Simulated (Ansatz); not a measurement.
A series of calculations on Si24O47N

### Relaxation

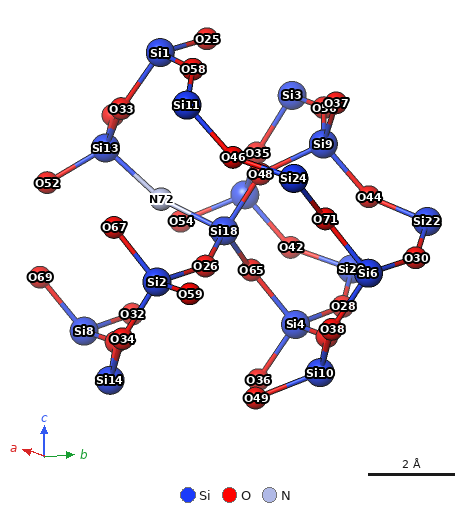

Starting structure of a defect cell of composition Si24O47N (cell charge +1). Style: ball-and-stick. Shown: the atoms within 5.0 Å of the atom that moves most (axes of the cell of the calculation, reduced to other axes), from a free direction. Lengths and directions refer to the drawn axes.

Level of theory: DFT, HSE06, PAW, plane waves in Ansatz.

Set-up: plane-wave cutoff 420 eV; k-point mesh 1 × 1 × 1; mesh shifted by (0.25, 0.25, 0.25); collinear spin; atoms relaxed in a fixed cell; force threshold 0.03 eV/Å; at most 80 steps.

```
Si O N
1.0
     9.90164    0.00000    0.00000
    -4.95082    8.57507    0.00000
     0.00000    0.00000   10.88588
Si O N
24 47 1
Cartesian
  -2.6483 8.5566 1.7730
  -2.5728 8.5346 7.2890
  -0.1172 4.2845 1.8083
  -0.1911 4.3186 7.3062
  2.2920 8.5618 1.8007
  7.3014 0.0008 7.2699
  4.8605 4.3356 1.7736
  4.7859 4.2934 7.2698
  8.6860 2.0111 3.5990
  -1.1414 2.0033 9.0892
  -3.6350 6.3184 3.6452
  6.2648 6.2856 9.0876
  3.9110 1.9710 3.4944
  3.8101 2.0142 9.0700
  1.3202 6.2886 3.6280
  1.3143 6.3236 9.0784
  1.3391 2.2899 10.8737
  1.1562 2.2368 5.5296
  -1.1595 6.5336 10.8832
  -1.1519 6.5634 5.4422
  6.2819 2.2660 10.8844
  6.2827 2.2976 5.4840
  3.7893 6.5821 10.8715
  3.7848 6.5564 5.4467
  1.3958 1.1741 1.1756
  1.4225 1.1260 6.6486
  -1.0719 5.4348 1.1882
  -1.1212 5.4468 6.6234
  6.2851 1.1441 1.1802
  6.3752 1.1750 6.6373
  3.8787 5.4506 1.1521
  3.8315 5.4229 6.6108
  3.3211 0.5915 2.9225
  3.2960 0.6059 8.4503
  0.8149 4.8796 2.9993
  0.7843 4.9307 8.4369
  8.1631 0.6183 2.9844
  8.2643 0.6133 8.4240
  5.7641 4.9287 2.9763
  5.7080 4.9025 8.4528
  2.8146 2.5191 10.2473
  0.3195 6.7832 4.8075
  0.2991 6.8167 10.2442
  7.7035 2.5682 4.7625
  7.7693 2.4695 10.2838
  5.2589 6.7981 4.8193
  5.2606 6.8350 10.2394
  0.2188 1.7096 4.3354
  0.3441 1.7829 9.6968
  -2.1624 6.0802 4.2700
  -2.1752 6.0078 9.7309
  5.2517 1.7473 4.3299
  5.2868 1.7963 9.6940
  2.7915 6.0483 4.2647
  2.7825 6.0671 9.7099
  -1.0497 3.1144 2.4369
  -1.1171 3.1503 7.9319
  -3.5890 7.4627 2.4889
  -3.5309 7.3929 7.9014
  3.9251 3.1447 2.4087
  3.8463 3.1126 7.8687
  1.3606 7.4072 2.4509
  1.3827 7.4493 7.9113
  0.8235 3.6821 0.6327
  0.7451 3.6585 6.1274
  -1.7151 7.9287 0.6174
  -1.6508 7.9703 6.0830
  5.7961 3.6809 0.6301
  5.7289 3.6851 6.0892
  3.2504 7.9643 0.6381
  3.2680 7.9520 6.0854
  2.6721 2.4304 4.6574
```

Where does the relaxation end?

Answer. The largest move is that of Si18, 0.053 Å along [1 3 −1]. By element the largest moves are Si 0.053 Å, O 0.050 Å, N 0.012 Å. The cell stays as it was. Among the contacts that change: Si13–N72 1.760 → 1.808 Å, Si18–N72 1.760 → 1.803 Å, Si13–O33 1.606 → 1.585 Å, Si18–O48 1.607 → 1.589 Å. Among the angles between lasting bonds that change: Si2–O26–Si18 149.9° → 152.8°, Si11–O46–Si24 143.4° → 145.8°, Si8–O69–Si22 142.4° → 144.7°. Over 6 geometry steps the energy falls by 0.252 eV per cell of the calculation. The largest force component goes from 1.4 to 0.014 eV/Å.

The end point in the same view:

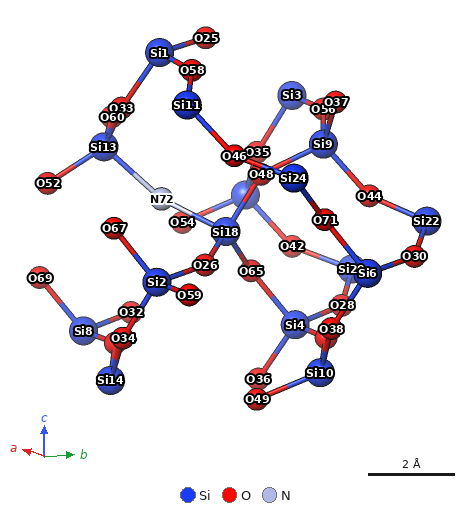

Limits of the set-up: the cell is charged, on a uniform background, and energies carry no finite-size correction.

### Relaxation

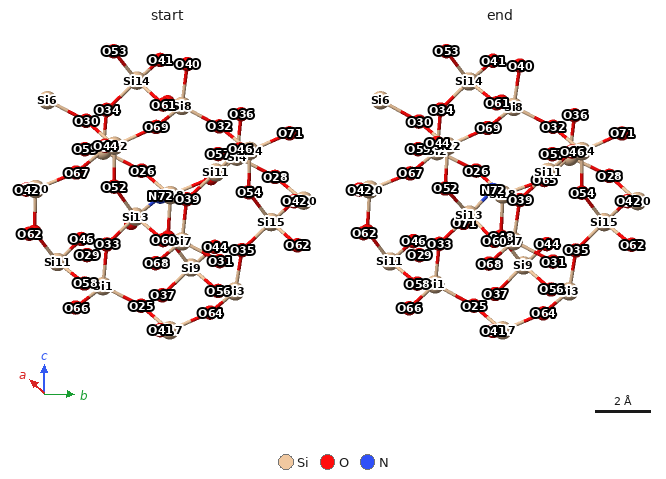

The structure of a defect cell of composition Si$_{24}$O$_{47}$N (cell charge −1) before (left) and after (right) a relaxation, at one scale.

A ball-and-stick model of the atoms within 5.8 Å of the atom that moves most (axes of the cell of the calculation (origin shifted)), seen from a free direction.

Level of theory: Ansatz 0.2.0, DFT, PBEsol, PAW, plane waves. Settings: plane-wave cutoff 420 eV; k-point mesh 1 × 1 × 1; mesh shifted by (0.25, 0.25, 0.25); no spin polarisation; atoms relaxed in a fixed cell; force threshold 0.03 eV/Å; at most 80 steps.

> What changed between the two?

The atom that moves furthest is the N atom (0.25 Å along [3 1 2]). By element the largest moves are N 0.25 Å, O 0.18 Å, Si 0.14 Å. The cell doesn't change. Among the contacts that change: O–Si 1.574 → 1.670 Å, O–Si 1.707 → 1.617 Å, O–Si 1.692 → 1.622 Å, O–Si 1.567 → 1.627 Å. Among the angles between lasting bonds that change: Si–O–Si 147.8° → 133.8°, Si–O–Si 144.5° → 133.3°, Si–N–Si 144.4° → 133.9°. The energy falls by 2.078 eV per cell of the calculation in 4 geometry steps. Largest force component: 3.6 eV/Å at the start, 0.027 eV/Å at the end. The run took 3.4 s on 1 × NVIDIA GB200 with 8 threads of Arm Neoverse-V2, peak memory 1.7 GiB.

Limits of the set-up: the cell is charged, on a uniform background, and energies carry no finite-size correction.

### Defect

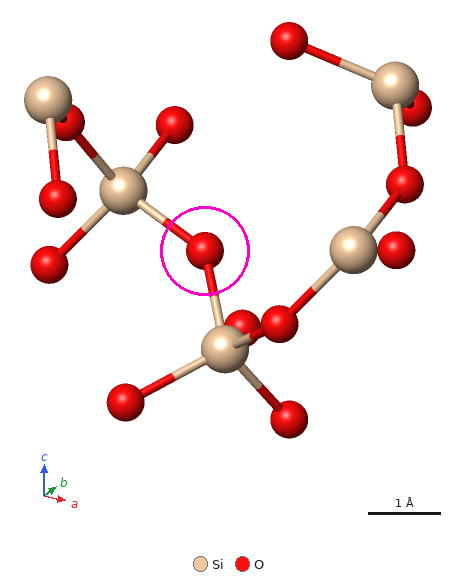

Perfect SiO2. Style: ball-and-stick. Shown: the atoms within 3.8 Å of one point, slightly off an axis.

These are results of Ansatz 0.2.0, DFT, PBEsol, PAW, plane waves, not measurements. Settings: plane-wave cutoff 420 eV; k-point mesh 1 × 1 × 1; mesh shifted by (0.25, 0.25, 0.25); no spin polarisation. Fermi-Dirac smearing of 0.01 eV. A uniform background neutralises the charged cell. The axes drawn are those of the host's conventional cell.

An oxygen atom is replaced by nitrogen at the ringed place, in charge state −1. The supercell has 72 sites, and the atoms are relaxed at the host's cell.

Predict the relaxed surroundings of the defect.

Answer. In the host the O atom has 2 Si at 1.62 Å; the N atom ends with 2 Si at 1.62 Å. Of the host's atoms, an oxygen atom moves furthest from its site, by 0.20 Å. The N atom itself moves 0.23 Å from where it was put.

The relaxed defect, seen from the same direction:

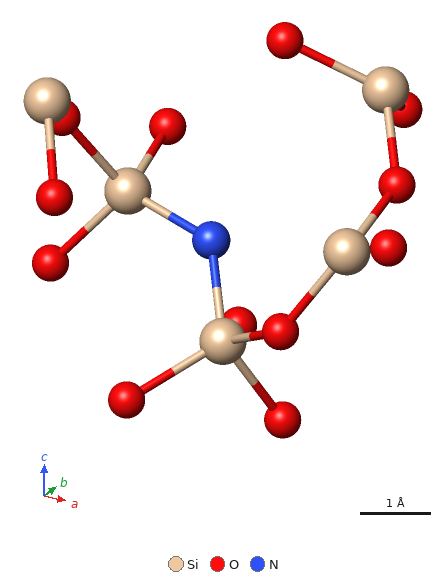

Limits of the set-up: the cell is charged, on a uniform background, and energies carry no finite-size correction.

### Defect

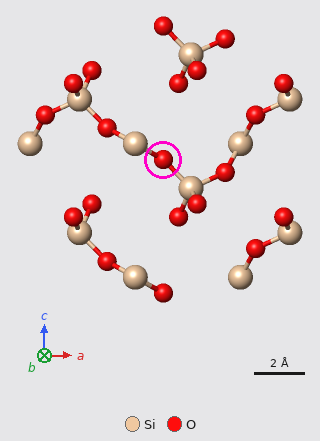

Perfect SiO₂. Style: ball-and-stick. Shown: the atoms within 6.0 Å of one point, in a slice 3.4 Å thick across the line of sight, along the b axis.

Computed with Ansatz 0.2.0, DFT, HSE06, PAW, plane waves. Set-up: plane-wave cutoff 420 eV; k-point mesh 1 × 1 × 1; mesh shifted by (0.25, 0.25, 0.25); collinear spin. Fermi-Dirac smearing of 0.01 eV. The axes drawn are those of the host's conventional cell.

An oxygen atom is replaced by nitrogen at the ringed place, in charge state 0. The supercell has 72 sites, and the atoms are relaxed at the host's cell.

Q: Predict the relaxed surroundings of the defect.

A: In the host the O atom has 2 Si at 1.62 Å; the N atom ends with 2 Si at 1.70 to 1.71 Å. Of the host's atoms, an oxygen atom moves furthest from its site, by 0.11 Å. The N atom itself moves 0.11 Å from where it was put. The cell's net moment is 1.00 μB.

The relaxed defect, seen from the same direction:

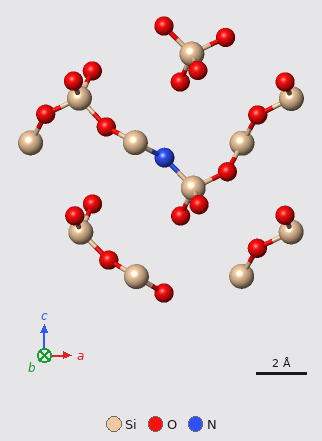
